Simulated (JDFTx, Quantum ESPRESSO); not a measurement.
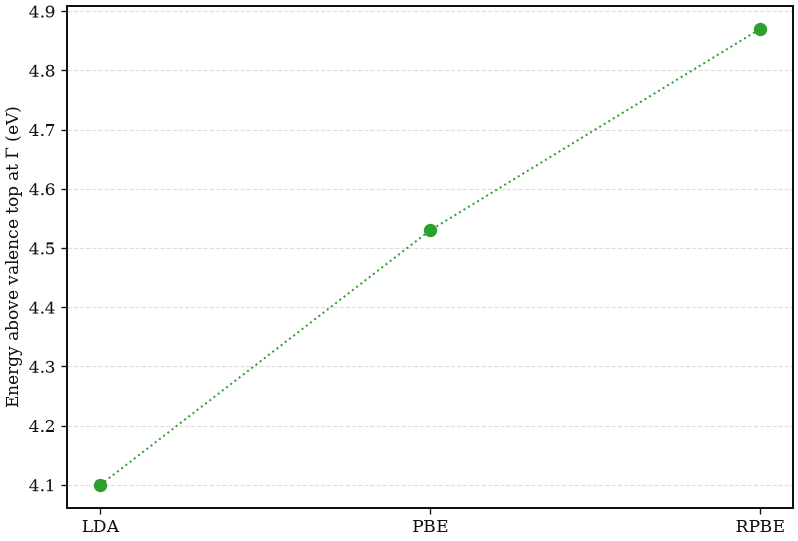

Lowest conduction level at Γ, counted from the valence-band top at Γ, by several methods on one cell of rocksalt RbBr, space group Fm-3m (No. 225), 2 atoms in the primitive cell; cubic a = 6.714 Å. All runs are without spin-orbit coupling and carry no moments.

```csv
method,program,Γ (eV)
LDA,Quantum ESPRESSO,4.10
PBE,Quantum ESPRESSO,4.53
RPBE,JDFTx,4.87
```

Question: One method is left out: r2SCAN. Predict its row. It was run as: r2SCAN, SG15 PBE 1.2, 5×5×5 k mesh, 626 eV cutoff, Fermi-Dirac smearing of 0.05 eV (Quantum ESPRESSO).

Answer: r2SCAN gives 5.00 eV at Γ, which is +0.47 eV from PBE at Γ.

Question: How do the methods rank at Γ?

Answer: From low to high: LDA 4.10, PBE 4.53, RPBE 4.87, r2SCAN 5.00 eV.

Settings. LDA: PseudoDojo 0.4.1 SR LDA standard, 7×7×7 k mesh, 599 eV cutoff, Fermi-Dirac smearing of 0.05 eV (Quantum ESPRESSO). PBE: SSSP 1.3 efficiency PBE, 7×7×7 k mesh, 816 eV cutoff, Fermi-Dirac smearing of 0.05 eV (Quantum ESPRESSO 7.5). RPBE: PseudoDojo-SR-PBE-0.5-standard, 7×7×7 k mesh, 626 eV cutoff, Fermi-Dirac smearing of 0.05 eV (JDFTx).

These are four of the 9 methods that were run on this cell. Runs that lie over 0.07 eV from the median of the programs for their method weren't drawn. The runs come from different programs and meshes, which adds differences of its own. Spin-orbit coupling is left out, which matters for Br. LDA, GGA and most meta-GGA functionals understate gaps. RPBE and r2SCAN: the potentials were made for another functional.
